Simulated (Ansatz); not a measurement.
## Zn15Se16 (charge −2): geometry relaxation (part 3 of 3)

The same run, continued: Zn15Se16 (defect cell, 31 atoms in the cell, total charge −2); DFT PBEsol, scalar-relativistic, plane waves, PAW, no spin polarisation (Ansatz 0.2.0); cutoff 420 eV, 2×2×2 k-mesh, Gaussian smearing of 0.02 eV. The structure derives from a Materials Project entry. It belongs to a series of runs on one base structure; here: Zn after trading places with the vacancy, charge -2, atoms relaxed.

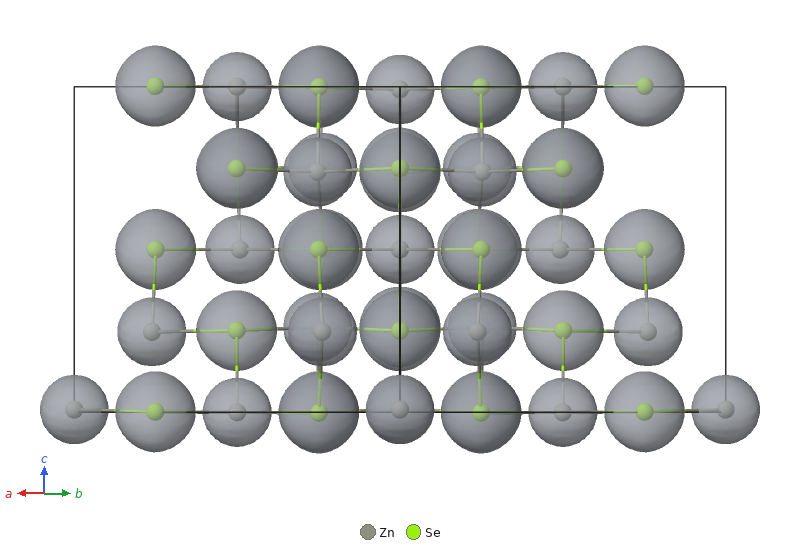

**Figure 1.** Isosurface of the valence pseudo-density at 0.6 e/Å³ (grey), seen along [110]. Sticks mark near contacts. The outline is the calculation cell. At this value the density breaks into separate islands; it holds about 80 % of the electrons treated as valence. It is pinched off along the Zn–Se (2.39 Å) and Zn–Se (2.45 Å) contacts. On the grid the lowest density along these lines, outside the cores, is 0.46 e/Å³ (Zn–Se, 2.39 Å) and 0.41 e/Å³ (Zn–Se, 2.45 Å).
